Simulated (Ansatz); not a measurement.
System: SiC2.

Input file:

```
crystal:
  lattice:
    - [2.7060274458, 0.0, 0.0]
    - [-1.3530137229, 2.3434885114, 0.0]
    - [0.0, 0.0, 7.8074644507]
  atoms:
    - { symbol: Si, position: [0.6666666667, 0.3333333333, 0.8413823944] }
    - { symbol: Si, position: [0.6666666667, 0.3333333333, 0.1586176056] }
    - { symbol: C, position: [0.3333333333, 0.6666666667, 0.6288216254] }
    - { symbol: C, position: [0.3333333333, 0.6666666667, 0.0] }
    - { symbol: C, position: [0.3333333333, 0.6666666667, 0.3711783746] }
    - { symbol: C, position: [0.6666666667, 0.3333333333, 0.5] }
basis:
  ecutwfc: 420
kpoints:
  mp_grid: { grid: [18, 18, 6] }
hamiltonian:
  xc: pbe
scf:
  occupations: { method: gaussian, width: 0.1 }
output:
  forces: true
  stress: true
  eigenvalues: true
  write_density: true
  write_potential: true
  elf: true
  volumetric_format: npy
relax:
  adjacent_minimum: "off"
  f_tol: 0.01
  max_steps: 80
  cell: { stress_tol: 0.05 }
```

Launched as:

```sh
ansatz run input.yaml --threads 1 --pin off --max-ram 2560MiB --backend cpu --events-out ev --progress --plain --runs-dir out
```

Below, planes, directions and counts refer to the conventional cell (a = 2.70 Å, b = 2.70 Å, c = 7.86 Å, α = 90.00°, β = 90.00°, γ = 120.00°).

The fields are those of the run's last geometry, not of the input's.

Space group P-6m2; a structure generated by program, which may or may not match a known phase.

These are results of DFT PBE, scalar-relativistic, plane waves, PAW in Ansatz, not measurements.

> What will maps of the valence pseudo-density and electron localisation function show?

Si–Si (2.42 Å): the density is about 0.38 e/Å³ at the midpoint; the ELF is about 0.30 at the midpoint.

> Does the calculation make it a metal, or give it a gap?

It is gapless in this calculation (a metal or semimetal).

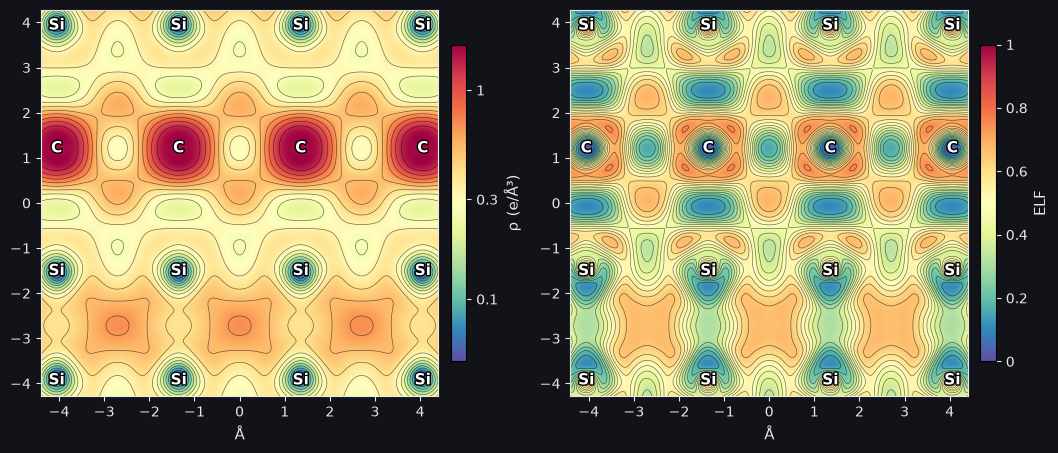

Computed valence pseudo-density and electron localisation function on the (010) plane of the conventional cell, in this order. Atoms just off the plane (C, 0.8 Å away) can leave unmarked features too.

The density is the valence pseudo-density of a PAW calculation; it isn't the true density close to the nuclei.
